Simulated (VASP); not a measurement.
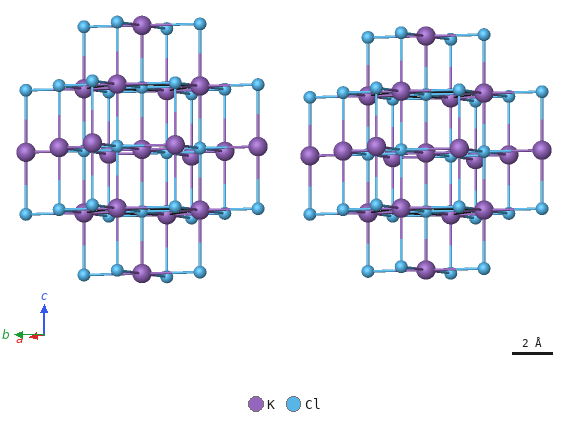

Two geometries of solid KCl (a generated structure, set up in I4/mmm), drawn at one scale. One is the start of a relaxation, the other its converged end. The picture is a ball-and-stick view of the cell of the calculation, seen from a free direction.

All numbers below come from VASP 6.6.1, Kohn-Sham DFT of a periodic cell, LDA, VASP PAW LDA potentials, recommended. Set-up: plane-wave cutoff 220 eV; k-point mesh 3 × 3 × 2; occupations gaussian; smearing width 0.02 eV; no spin polarisation.

> Which geometry has the lower energy?

The right one is the relaxed one. The run lets cell and atoms move. Over 4 geometry steps the energy falls by 30.0 meV per atom. All forces vanish by symmetry, so only the cell relaxes. Pressure: −5.28 GPa at the start and −3.28 GPa at the end. The atoms keep their places relative to the cell (all moves are under 0.005 Å). The drawn cell changes as follows: a = b unchanged at 4.474 Å, c 6.231 → 5.874 Å (−5.7 %); the volume changes by −5.7 %. Some distances before and after: Cl–K 3.116 → 2.937 Å. The space group stays I4/mmm (No. 139).
